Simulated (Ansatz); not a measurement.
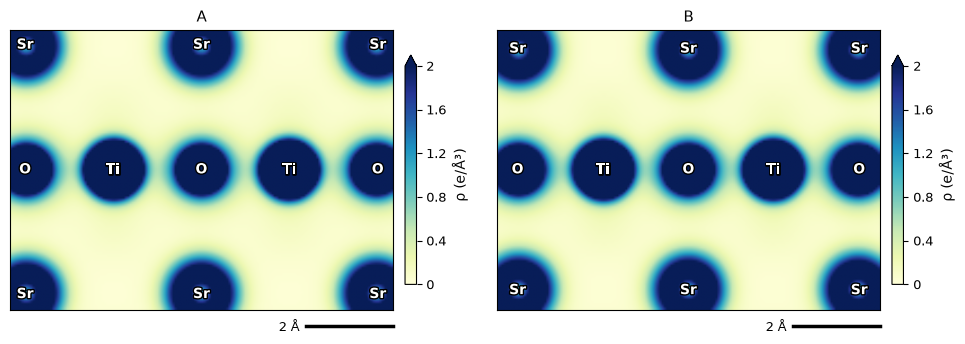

SrTiO$_{3}$. The valence charge density (pseudo) of two cells that differ in size, on the (110) plane of each (indices in the axes of the calculation cell), at one length scale and on one colour scale; one has 12.2 and the other 13.4 Å³ an atom.

Theory: Ansatz, DFT PBE, scalar-relativistic, plane waves, PAW.

Q: Which is the denser cell? Describe the effect of the change.

A: Panel B is the smaller cell, by 9 % in volume. From the larger cell to the smaller, Sr–O goes from 2.87 to 2.78 Å, and the density at its midpoint from 0.11 to 0.14 e/Å³; Ti–O goes from 2.03 to 1.97 Å, and the density at its midpoint from 0.59 to 0.68 e/Å³; the pressure goes from −13 to 0.0 GPa; the Kohn–Sham gap goes from 1.7 eV to 1.8 eV.
